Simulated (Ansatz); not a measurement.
# Run report: Sn3O4, phonon calculation

Sn3O4 (Pmmm, 14 atoms in the cell), computed with DFT PBEsol, scalar-relativistic, plane waves, PAW, no spin polarisation (Ansatz 0.2.0).

The structure derives from a Materials Project entry. It belongs to a series of runs on one base structure; here: zone-centre phonons and field response. Figures and captions count atoms from 1; the log counts them from 0 in places.

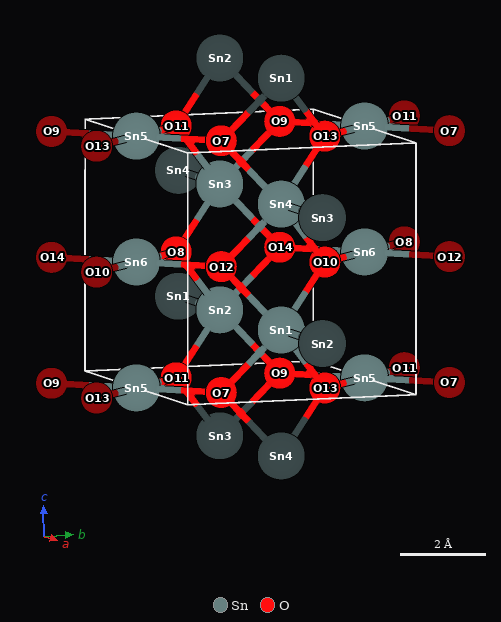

**Figure 1.** The input geometry (ball-and-stick view of the cell of the calculation, seen slightly off an axis; neighbours outside the cell are drawn fainter; atoms are numbered from 1 in the order of the input).

The input
```yaml
crystal:
  lattice:
    - [7.0960625294, 0.0, 0.007275355]
    - [0.0, 5.7767429876, 0.0]
    - [-0.0061818856, 0.0, 6.0292420803]
  atoms:
    - { symbol: Sn, position: [0.798953803, 0.5, 0.2500000229] }
    - { symbol: Sn, position: [0.201046197, 0.5, 0.2499999771] }
    - { symbol: Sn, position: [0.201046197, 0.5, 0.7499999771] }
    - { symbol: Sn, position: [0.798953803, 0.5, 0.7500000229] }
    - { symbol: Sn, position: [0.5, 0.0, 0.0] }
    - { symbol: Sn, position: [0.5, 0.0, 0.5] }
    - { symbol: O, position: [0.7194164236, 0.2731748981, 1.0000000315] }
    - { symbol: O, position: [0.2805835764, 0.2731748981, 0.4999999685] }
    - { symbol: O, position: [0.2805835764, 0.7268251019, -3.15e-08] }
    - { symbol: O, position: [0.7194164236, 0.7268251019, 0.5000000315] }
    - { symbol: O, position: [0.2805835764, 0.2731748981, -3.15e-08] }
    - { symbol: O, position: [0.7194164236, 0.2731748981, 0.5000000315] }
    - { symbol: O, position: [0.7194164236, 0.7268251019, 1.0000000315] }
    - { symbol: O, position: [0.2805835764, 0.7268251019, 0.4999999685] }
basis:
  ecutwfc: 420
kpoints:
  mp_grid: { grid: [6, 6, 6] }
hamiltonian:
  xc: pbesol
scf:
  occupations: { method: fermi_dirac, width: 0.15 }
output:
  eigenvalues: true
phonons:
  method: dfpt
```

Launched with:
```bash
ansatz run input.yaml --threads 4 --pin off --max-ram 12288MiB --backend cpu --events-out ev --progress --plain --runs-dir out
```

The program's output
```
Warning: the atoms were moved onto the symmetric positions of the space group found under crystal.symmetry.tolerance 1.0e-5 (fractional; no operation is sought that the atoms, as they stand in a round, miss by more than twice it, and no atom is moved by as much as it), and the run uses the moved positions. Before a round's move an operation carried an atom to 3.80e-7 Å from where it should land, the largest such distance. Atom 6 (counting from 0) moved farthest, by 1.90e-7 Å; the longest move in fractions of the cell, of whichever atom, is 3.2e-3 of the tolerance, in 1 round. To run the atoms as typed, lower crystal.symmetry.tolerance until the operations that they miss are no longer found, or set crystal.symmetry.detect: false (a key that needs symmetry detection or time reversal refuses this as the deck is read). The positions used, in the order of the run's atom list: position: [0.798953803, 0.5, 0.25]; position: [0.201046197, 0.5, 0.25]; position: [0.201046197, 0.5, 0.75]; position: [0.798953803, 0.5, 0.75]; position: [0.5, 0.0, 0.0]; position: [0.5, 0.0, 0.5]; position: [0.7194164236, 0.2731748981, 1.0]; position: [0.2805835764, 0.2731748981, 0.5]; position: [0.2805835764, 0.7268251019, 4.381649158331782e-17]; position: [0.7194164236, 0.7268251019, 0.5]; position: [0.2805835764, 0.2731748981, 4.381649158331782e-17]; position: [0.7194164236, 0.2731748981, 0.5]; position: [0.7194164236, 0.7268251019, 1.0]; position: [0.2805835764, 0.7268251019, 0.5]; The lattice was moved too: crystal.lattice misses the space group found at crystal.symmetry.tolerance 1.0e-5 in a digit that the deck types, which is why this is a warning: making the lattice exact moves one of its numbers by a whole unit of that number's last typed decimal, or more. The operation that it misses by the most changes a squared length by the fraction 1.01e-7. The run uses the lattice that is a stretch of the typed one, with no rotation, onto the one that keeps every operation to a double's rounding (on a very oblique basis the stretch itself rounds by more); the deck's lattice vector that moved farthest moved by 1.80e-7 Å. To run the lattice as typed, set crystal.symmetry.tolerance under 1.01e-7, the least fraction by which an operation that the lattice misses changes a squared length (the same key also sets how far an atom may lie from its image, so lowering it can lose operations that the atoms keep only within it), or set crystal.symmetry.detect: false, as for the atoms. crystal.lattice made exact, in Å and degrees: [[7.096062529215473, 3.9962921698809383e-23, 0.007275534976999272], [3.253283653761646e-23, 5.7767429876, 6.671261121366159e-26], [-0.006181732680702428, 3.481411749297819e-26, 6.02924208045679]]. Pasted over the deck's crystal.lattice, beside positions in fractional coordinates, it runs the same cell (given as lengths and angles, that cell in the form's own orientation, a rigid turn of the misfit's size from the one run here, for which a checkpoint.post_process_only pass over this run's state can be refused: where this run relaxes nothing, give such a pass this deck's own crystal.lattice, as typed; behind a relaxation, as crystal.lattice, the state's own cell, identity.cell in its checkpoint.json), and a matrix so pasted ends this notice, except on a very skew basis of the lattice, where the rounding of the pasted numbers themselves can read as a misfit: the cell is then moved again, and that move is told again. The lattice as run is in this notice's lattice.as_run_ang field (Run.prep()["deck_notices"] in Python, the deck_notice line of an events file, deck_notices of ansatz run --dry-run=json, or deck_notices in record.json in the deck's checkpoint.write directory).
band count auto-derived: 82 (N_el = 132.0; filled up to band 66; 80 by the electrons, moments and atoms)
Engine: ansatz 0.2.0, aarch64-unknown-linux-gnu
Pseudopotentials: kind: paw
Pseudopotential: Sn, paw, valence charge 14, recommended cutoff 420 eV (normal), Sn.paw.azcp
Pseudopotential: O, paw, valence charge 6, recommended cutoff 420 eV (normal), O.paw.azcp
Functional definition: PBEsol
  exchange = pbesol_x
  correlation = pbesol_c
Crystal: 14 atoms, lattice volume = 247.152 Å³
Basis set: ecut = 420 eV, 4849 PW (Γ), exchange–correlation on 96×80×96 points (8 copies of the dense FFT grid, shifted against one another)
Bands: 82, of which v1, the nominal top of the filled ones, is band 66 counted from 1 (65 counted from 0)
Symmetry: 16 space group operations
k-points: 112 of 216 (irreducible under 1 space group operation, time reversal used)
Non-local potential: Sn, projectors of the file, l = 0: 2, l = 1: 2, l = 2: 2, l = 3: 2
Non-local potential: O, projectors of the file, l = 0: 2, l = 1: 2, l = 2: 1
PAW form: soft (Blöchl's): semilocal exchange-correlation on the pseudo side does not see the compensation charge
PAW frozen core: Sn, regenerated for the run's functional, and the local potential with it (the file was generated under x = pbe(κ = 0.804, μ = 0.2195149727645171), c = pbe(β = 0.06672455060314922))
PAW frozen core: O, regenerated for the run's functional, and the local potential with it (the file was generated under x = pbe(κ = 0.804, μ = 0.2195149727645171), c = pbe(β = 0.06672455060314922))
PAW one-centre angular grid: Sn, 590 points (default); XC on 64 Gauss nodes
PAW one-centre angular grid: O, 110 points (default); XC on 64 Gauss nodes
Initial density: superposition of atomic densities (neutral atoms: chi_scale 0, normalization atom), corrected by the library's trained network
Initial wavefunctions: pseudopotential atomic-orbital guess
Functional: x = pbesol(κ = 0.804, μ = 0.12345679012345678), c = pbesol(β = 0.046)
SCF iter   1: F=—  HF=-40182.190081 eV  |F-HF|=—  |Δ(HF+E_count)|=         —  Δρ=1.33e-2  dr2=4.14e-1  ethr=1.77e-3  ⟨swp⟩=6.4  Hψ=37945  notcnv=0  defer=40
preconditioner: auto → none  [metal: Δε(μ)=0.095 eV  Ē_g=18.355 eV  σ=0.150 eV  W_gap=0.16  n_scr=64 (ndim 8)  ℏωp=27.1 eV  f_vac=0.158  D(μ)=0.58/eV (n_scr^D=0)  sad-step TF]
SCF iter   2: F=—  HF=-40182.099603 eV  |F-HF|=—  |Δ(HF+E_count)|=   9.05e-2  Δρ=2.78e-3  dr2=3.64e-2  ethr=3.13e-4  ⟨swp⟩=2.0  Hψ=14365  notcnv=0  defer=320
SCF iter   3: F=—  HF=-40182.092267 eV  |F-HF|=—  |Δ(HF+E_count)|=   7.34e-3  Δρ=1.11e-3  dr2=9.65e-3  ethr=2.76e-5  ⟨swp⟩=2.0  Hψ=12006  notcnv=0  defer=320
SCF iter   4: F=—  HF=-40182.090556 eV  |F-HF|=—  |Δ(HF+E_count)|=   1.71e-3  Δρ=6.63e-4  dr2=1.56e-3  ethr=7.31e-6  ⟨swp⟩=2.9  Hψ=17412  notcnv=0  defer=322
SCF iter   5: F=—  HF=-40182.090497 eV  |F-HF|=—  |Δ(HF+E_count)|=   5.90e-5  Δρ=3.03e-4  dr2=2.53e-4  ethr=1.18e-6  ⟨swp⟩=2.3  Hψ=12580  notcnv=0  defer=326
SCF iter   6: F=—  HF=-40182.090531 eV  |F-HF|=—  |Δ(HF+E_count)|=   3.37e-5  Δρ=7.04e-5  dr2=1.41e-5  ethr=1.92e-7  ⟨swp⟩=2.0  Hψ=11759  notcnv=0  defer=326
SCF iter   7: F=—  HF=-40182.090525 eV  |F-HF|=—  |Δ(HF+E_count)|=   5.29e-6  Δρ=1.38e-5  dr2=4.32e-7  ethr=1.07e-8  ⟨swp⟩=3.0  Hψ=17988  notcnv=0  defer=326
SCF iter   8: F=—  HF=-40182.090527 eV  |F-HF|=—  |Δ(HF+E_count)|=   1.11e-6  Δρ=2.20e-6  dr2=8.52e-9  ethr=3.27e-10  ⟨swp⟩=2.0  Hψ=12253  notcnv=0  defer=367
SCF iter   9: F=—  HF=-40182.090527 eV  |F-HF|=—  |Δ(HF+E_count)|=   1.42e-8  Δρ=5.20e-7  dr2=4.00e-10  ethr=6.46e-12  ⟨swp⟩=2.0  Hψ=13714  notcnv=0  defer=367
SCF iter  10: F=-40182.090527 eV  HF=-40182.090527 eV  |F-HF|=1.46e-11  |Δ(HF+E_count)|=  4.51e-10  Δρ=7.10e-8  dr2=9.37e-12  ethr=1.00e-12  ⟨swp⟩=12.9  Hψ=57284  notcnv=0
SCF 1 converged in 10 iterations: F = -40182.090527 eV  dr2 = 9.37e-12
  greatest PAW one-centre occupation: 0.996 electrons in one spin orbital (limit 2), on the Sn atom at site 3 (counted from 0), in its partial waves of l = 2
```

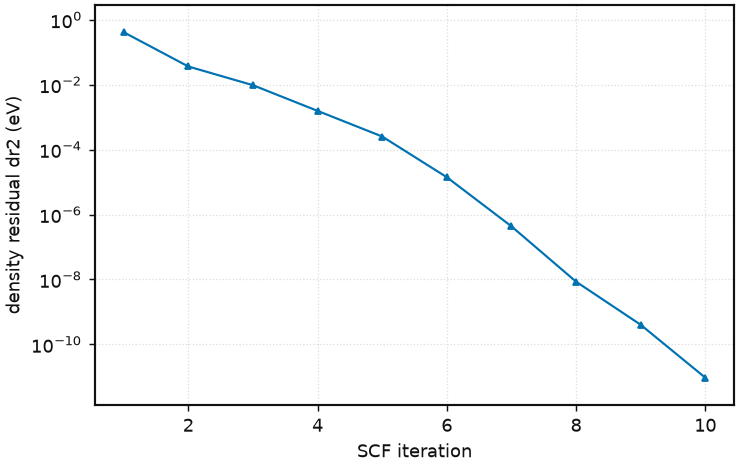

**Figure 2.** Convergence of the self-consistent field: density residual dr2 against the SCF iteration. The residual falls at every step.

```
DFPT response loops at Γ: preconditioner auto → none (partly filled bands, converged f_vac=0.160); β = 0.50; Broyden in place of MSR1
SCF converged after 10 iterations
Free energy (F): -40182.090527 eV
Harris-Foulkes:  -40182.090527 eV  (|F-HF|=1.46e-11)
Internal energy: -40182.040492 eV  (E = F + TS)
E sigma→0 (E₀):  -40182.065509 eV
Entropy (-TS):   -0.050034 eV (-3.574 meV/atom)
Fermi energy:    7.680146 eV
--- Per-component energies (eV) ---
  E_band       = -806.786047
  E_kinetic    = 2522.781937
  E_local      = -10687.468373  (includes V_loc(G=0)·N_el)
  E_nonlocal   = 213.651411
  E_hartree    = 5463.329771
  E_xc         = -2846.999585
  E_vxc        = -1317.384759  (∫ρ·V_xc dr)
  E_paw        = -25642.349506  (= ΣΔE_a)
  E_vpaw       = -2465.045099  (= ΣTr[D̂ρ^β])
  E_aug_tail   = 0.019193  (compensation charges beyond the density's cutoff)
  E_ewald      = -9206.996682
  E_core_change = 1.991342  (= ΣΔE_core)
  E_smearing   = -0.050034  (= −TS)
  E_closure    = 0.000000  (closes the sum)
  Σ components = -40182.090527   (vs F -40182.090527, Δ=0.00e0)
--- Band table (eV; the first three rows and the last of 112) ---
  k-point 0: bands = ["-14.6552", "-14.6338", "-14.5259", "-14.3744", "-14.2166", "-14.0869", "-14.0345", "-14.0329", "-13.9849", "-13.9335", "-13.9139", "-13.8704", "-13.8645", "-13.8533", "-13.8191", "-13.8039", "-13.7713", "-13.7480", "-13.6661", "-13.6254", "-13.4854", "-13.4740", "-13.4178", "-13.2753", "-13.2721", "-13.2529", "-13.2372", "-13.1380", "-13.1365", "-13.1247", "-11.4313", "-11.1270", "-10.7257", "-10.6365", "-10.5059", "-10.0051", "-9.2369", "-8.8251", "-2.1893", "-1.1193", "-0.0958", "-0.0182", "0.1863", "1.3418", "1.7445", "2.0513", "2.3593", "2.3677", "2.5874", "3.5438", "3.8787", "3.9571", "4.0903", "4.1366", "4.1945", "4.5608", "4.9289", "5.0234", "5.2008", "5.2549", "5.3229", "5.6260", "5.7240", "5.9196", "7.0943", "7.1758", "7.6153", "7.9021", "10.0070", "10.0494", "10.3092", "10.9385", "11.5856", "13.0393", "13.2371", "13.3817", "13.7085", "13.8846", "14.2380", "14.5151", "14.5452", "15.3918"]
  k-point 1: bands = ["-14.6188", "-14.5963", "-14.4913", "-14.3347", "-14.2127", "-14.0787", "-14.0592", "-14.0446", "-14.0390", "-13.9243", "-13.9163", "-13.8938", "-13.8896", "-13.8492", "-13.8177", "-13.8071", "-13.7814", "-13.7533", "-13.6953", "-13.6646", "-13.4749", "-13.4499", "-13.4200", "-13.2663", "-13.2633", "-13.2517", "-13.2383", "-13.1476", "-13.1475", "-13.1458", "-11.3906", "-11.0972", "-10.7820", "-10.6736", "-10.4133", "-9.9225", "-9.3188", "-8.9034", "-2.1093", "-1.0576", "-0.0945", "0.0048", "0.2070", "1.3850", "1.7018", "2.1965", "2.4246", "2.4920", "2.5096", "3.4825", "3.7311", "3.7517", "3.9351", "4.1351", "4.2407", "4.8766", "4.8811", "4.9231", "4.9797", "5.0762", "5.3439", "5.6049", "5.7378", "5.9057", "6.0931", "7.5418", "8.2352", "8.5124", "10.1965", "10.2803", "10.3108", "10.9837", "11.6874", "12.9474", "13.0118", "13.3718", "13.7280", "13.8797", "14.4985", "14.5060", "14.5708", "14.7617"]
  k-point 2: bands = ["-14.5154", "-14.4895", "-14.4009", "-14.2300", "-14.2246", "-14.1896", "-14.1677", "-14.0683", "-14.0366", "-13.9404", "-13.9251", "-13.9224", "-13.8938", "-13.8398", "-13.8287", "-13.8158", "-13.7885", "-13.7794", "-13.7662", "-13.7468", "-13.4550", "-13.4265", "-13.3851", "-13.2486", "-13.2418", "-13.2417", "-13.2390", "-13.2100", "-13.1732", "-13.1711", "-11.2760", "-11.0142", "-10.9273", "-10.7711", "-10.1696", "-9.7014", "-9.5426", "-9.1161", "-1.8769", "-1.1582", "0.0605", "0.1967", "0.2550", "1.3192", "1.6069", "2.5565", "2.5608", "2.5751", "2.9264", "2.9533", "3.3742", "3.3745", "3.9981", "4.1074", "4.2811", "4.3689", "4.7355", "4.7717", "4.8594", "4.8675", "5.3979", "5.5486", "5.7727", "5.8687", "6.0700", "7.2796", "8.9470", "10.0242", "10.1611", "10.5194", "10.9414", "11.1515", "12.0095", "12.5141", "12.8360", "13.2695", "13.4562", "13.7788", "14.0325", "14.1920", "14.3046", "14.5010"]
  k-point 111: bands = ["-14.3414", "-14.3414", "-14.3299", "-14.3299", "-14.3055", "-14.3055", "-14.1180", "-14.1180", "-13.9961", "-13.9961", "-13.9259", "-13.9259", "-13.8404", "-13.8404", "-13.8392", "-13.8392", "-13.8273", "-13.8273", "-13.7762", "-13.7762", "-13.5113", "-13.5113", "-13.2656", "-13.2656", "-13.2441", "-13.2441", "-13.2088", "-13.2088", "-13.2050", "-13.2050", "-10.9567", "-10.9567", "-10.6411", "-10.6411", "-9.9436", "-9.9436", "-9.8352", "-9.8352", "-0.4146", "-0.4146", "0.3068", "0.3068", "0.3638", "0.3638", "2.0124", "2.0124", "2.5385", "2.5385", "2.8846", "2.8846", "3.1040", "3.1040", "3.6473", "3.6473", "3.8436", "3.8436", "3.8674", "3.8674", "4.9843", "4.9843", "5.1317", "5.1317", "6.3395", "6.3395", "7.3520", "7.3520", "9.6032", "9.6032", "11.6198", "11.6198", "12.0447", "12.0447", "12.0608", "12.0608", "12.2765", "12.2765", "12.8945", "12.8945", "13.5159", "13.5159", "14.0490", "14.0490"]
--- Phonons (Γ-DFPT): 9 representative perturbations + reference, on 112 of 216 k-points (Σ response iterations 35) ---
  k mesh reduced under 1 symmetry operation, with k and −k counted as one. Each operation leaves every solved perturbation unchanged. A smaller set is not used because it would not reduce the number of displacements times k-points to solve
  ASR residual: 1.169e-4 → 0.000e0 eV/Å²; symmetrization residual: 8.389e-6 eV/Å²
  ASR residual per site (eV/Å²): 6.90e-5 6.90e-5 6.90e-5 6.90e-5 1.17e-4 1.17e-4 9.76e-5 9.76e-5 9.76e-5 9.76e-5 9.76e-5 9.76e-5 9.76e-5 9.76e-5
  Γ frequencies (cm⁻¹): -13.72 0.00 0.00 0.00 52.52 66.95 67.24 97.22 99.07 102.73 108.12 131.00 139.83 160.86 162.83 171.18 183.55 189.56 197.39 201.88 211.89 222.84 235.23 287.72 288.18 332.11 349.68 354.28 408.87 420.84 444.94 456.86 468.72 470.98 475.66 482.43 488.11 527.50 544.74 547.63 560.93 615.68
  non-analytic LO–TO correction: not included (Born effective charges unavailable; polar crystals: no LO–TO splitting at Γ)
```

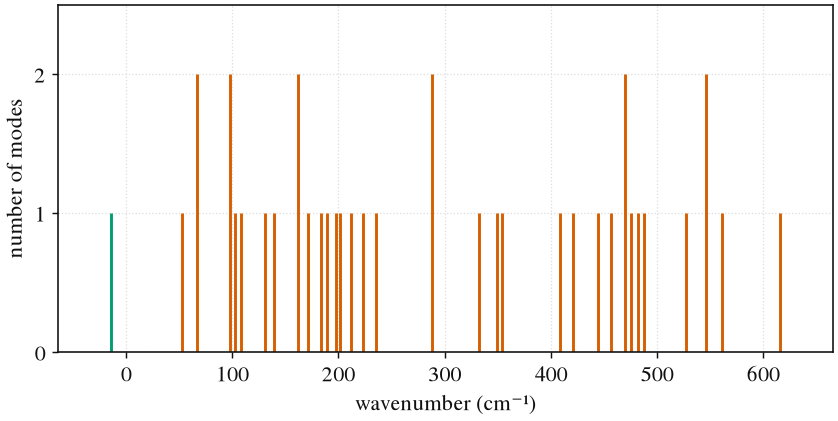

**Figure 3.** Optical phonons at the zone centre (no LO–TO term); neighbouring modes closer than 3 cm⁻¹ are counted in one stick, and imaginary ones are drawn at negative wavenumbers. 39 modes from 14i to 616 cm⁻¹, 1 imaginary beyond 8i (14i cm⁻¹): the structure is unstable at the zone centre.

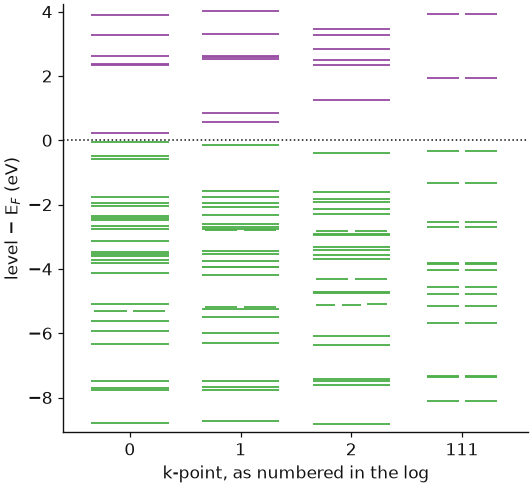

**Figure 4.** Kohn–Sham levels near the Fermi level (dotted) at the few k-points that the log prints; levels within 0.02 eV of each other stand side by side. The system is metallic on the full mesh.

Results in brief

- outcome: converged
- space group (tolerance 0.01 Å): Pmmm (47)
- electrons treated: 132
- free energy: −40182.0905 eV
- Fermi energy: 7.680 eV
- gap on the k-point mesh: none (metallic)
- hardware: 4 threads of Arm Neoverse V2, 24 GiB of memory available, shared host
- wall time: 13 min (CPU time 52 min)
- peak memory: 6.6 GiB

Results for this metal are sensitive to the k-point mesh. The program warns: the structure was made exactly symmetric.
